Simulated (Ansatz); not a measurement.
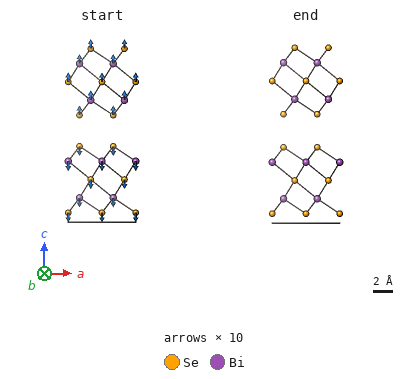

The structure of a slab of composition Bi₂Se₃ before (left) and after (right) a constrained relaxation, at one scale. The blue arrows give the displacements, magnified 10 times.

The picture is a ball-and-stick view of the 2 × 1 repeat of the cell, outlined in the plane, without the vacuum, seen along the b axis.

Case: bilayer, upper layer shifted by (0.333, 0.667).

The calculation used DFT PBE+D3(BJ), scalar-relativistic, plane waves, PAW in Ansatz 0.2.0. Settings: plane-wave cutoff 420 eV; k-point mesh 12 × 12 × 1; occupations gaussian; smearing width 0.02 eV; no spin polarisation; atoms relaxed in a fixed cell; force threshold 0.01 eV/Å; at most 50 steps.

> What changed between the two?

The largest moves relative to the layer's centre, 0.11 Å, are those of Bi atoms. By element the largest moves are Bi 0.11 Å, Se 0.10 Å. The cell doesn't change. Over 3 geometry steps the energy falls by 11.9 meV per cell of the calculation. The largest force component goes from 0.078 to 0.0026 eV/Å. The run took 7.6 min on 4 threads of Intel(R) Xeon(R) Processor @ 2.50GHz (Skylake/Cascade Lake) (shared host), peak memory 3.2 GiB.
